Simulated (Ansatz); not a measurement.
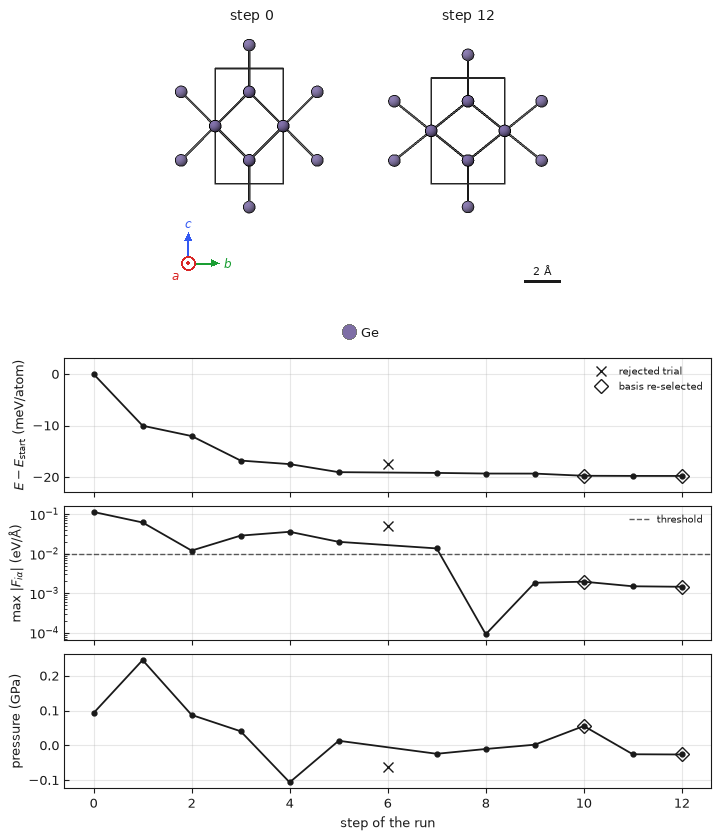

First and last geometry of a relaxation of a crystal of Ge (a generated structure, set up in Pmmm), with the history of the run. A ball-and-stick model of the cell of the calculation, seen along the a axis.

These are results of DFT PBE, scalar-relativistic, plane waves, PAW in Ansatz 0.2.0, not measurements.

The input:
```yaml
crystal:
  lattice:
    - [2.6386025231, 0.0, 0.0]
    - [0.0, 3.8122048612, 0.0]
    - [0.0, 0.0, 6.4550116111]
  atoms:
    - { symbol: Ge, position: [0.5, 0.5, 0.7969999458] }
    - { symbol: Ge, position: [0.5, 0.5, 0.2030000542] }
    - { symbol: Ge, position: [0.5, 0.0, 0.5] }
basis:
  ecutwfc: 420
kpoints:
  mp_grid: { grid: [18, 12, 8] }
hamiltonian:
  xc: pbe
scf:
  occupations: { method: gaussian, width: 0.1 }
output:
  forces: true
  stress: true
  eigenvalues: true
relax:
  adjacent_minimum: "off"
  f_tol: 0.01
  max_steps: 80
  cell: { stress_tol: 0.05 }
```

Run as
```bash
ansatz run input.yaml --threads 1 --pin off --max-ram 2560MiB --backend cpu --events-out ev --progress --plain --runs-dir out
```

Read the history and describe the run.

It converged. The largest moves relative to the cell, 0.097 Å, are those of Ge1 and Ge2. Ge1 goes along −c. Cell: a 2.639 → 2.734 Å (+3.6 %), b 3.812 → 4.121 Å (+8.1 %), c 6.455 → 5.919 Å (−8.3 %). Volume +2.7 %. Among the contacts that change: Ge1–Ge1 2.639 → 2.734 Å, Ge1–Ge3 2.703 → 2.647 Å, Ge1–Ge2 2.621 → 2.598 Å. Bond angles that change, for instance: Ge3–Ge1–Ge3 89.7° → 102.3°, Ge1–Ge3–Ge2 90.3° → 77.7°, Ge2–Ge1–Ge3 135.2° → 128.9°. The space group stays Pmmm (No. 47). Over 9 accepted moves (12 points after the start) the energy falls by 19.8 meV per atom. The largest force component goes from 0.11 to 0.0015 eV/Å. Pressure: 0.09 GPa at the start and −0.03 GPa at the end. The line search rejected the trial step at point 6 of the run. The SCF was repeated twice at an unchanged geometry on a basis and grid sized afresh for the cell, which shifted the energy by 0.4 meV per atom at most.
